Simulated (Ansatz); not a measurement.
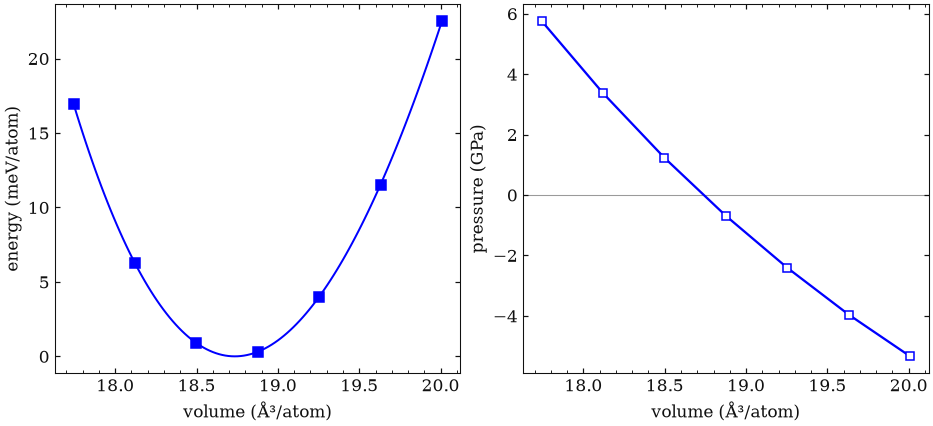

Plotted: energy and pressure against volume for ZnSiP₂, space group I-42d (No. 122).

Cell as given: a = 6.465 Å, b = 6.465 Å, c = 6.465 Å, α = 130.88°, β = 130.88°, γ = 72.00°; 8 atoms.

How it was computed, with Ansatz 0.2.0: plane-wave DFT, no spin polarisation; energies at scaled volumes of the given cell, shape and fractions fixed, counted from the fit's minimum, third-order Birch-Murnaghan fit. Level: PBEsol.

k mesh 7×7×7; occupations Fermi–Dirac; smearing width 0.05 eV; potentials Ansatz PAW; wave cutoff 420 eV; density cutoff 1680 eV.

What equilibrium volume and bulk modulus follow from the curve?

A third-order Birch–Murnaghan fit gives V0 = 18.73 Å³/atom, B0 = 93.9 GPa and B′ = 4.4.

Read off the course of the pressure.

It falls from 5.76 GPa at volume 17.74 Å³/atom to −5.34 GPa at 20.01 Å³/atom, and changes sign near 18.74 Å³/atom.

Limits of the calculation: shape and atomic fractions are frozen while scaling, which makes layered, chain and framework solids too stiff.

The computed values:

```csv
volume (Å³/atom),energy (meV/atom),pressure (GPa)
17.74,16.98,5.76
18.12,6.27,3.37
18.50,0.90,1.23
18.88,0.30,-0.69
19.25,4.00,-2.41
19.63,11.54,-3.96
20.01,22.52,-5.34
```
